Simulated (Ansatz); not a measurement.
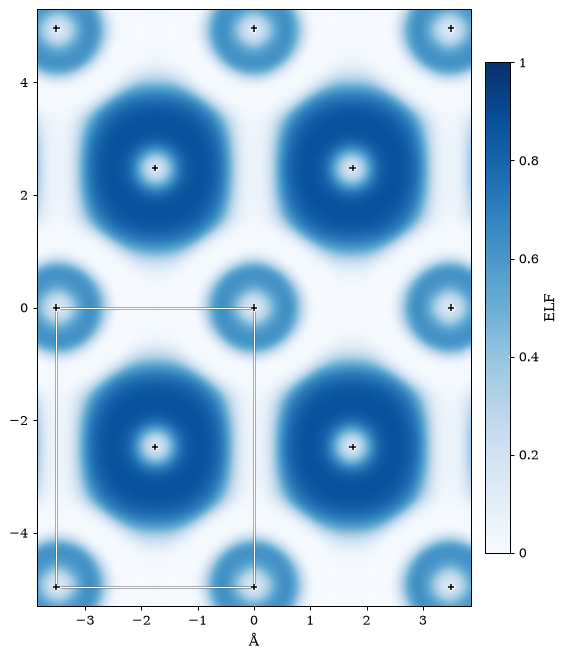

The ELF on a plane through atoms (crosses mark nuclei in the plane).

Computed with DFT PBE, scalar-relativistic, plane waves, PAW in Ansatz 0.2.0.

Candidates:
A. AlNi3, a = 3.57 Å, b = 3.57 Å, c = 3.57 Å, α = 90.00°, β = 90.00°, γ = 90.00°. Space group Pm-3m; a structure from a database of computed crystals, not necessarily the ambient phase; spin-polarised.
B. Rb, a = 5.85 Å, b = 5.85 Å, c = 5.85 Å, α = 90.00°, β = 90.00°, γ = 90.00°. Space group Im-3m; changed on purpose from its base cell (volume × 1.10); computed without spin polarisation.
C. NaCl, a = 3.51 Å, b = 3.51 Å, c = 3.51 Å, α = 90.00°, β = 90.00°, γ = 90.00°. Space group Pm-3m; a structure from a database of computed crystals, not necessarily the ambient phase.

> Which candidate gave the map?

Candidate C: NaCl on the (11̄0) plane of the conventional cell, which holds Na and Cl. Na–Cl (3.04 Å): the ELF peaks at about 0.85 in the valence shell of Cl, 0.8 Å from its nucleus, and is about 0.35 at the midpoint; a largely ionic contact.
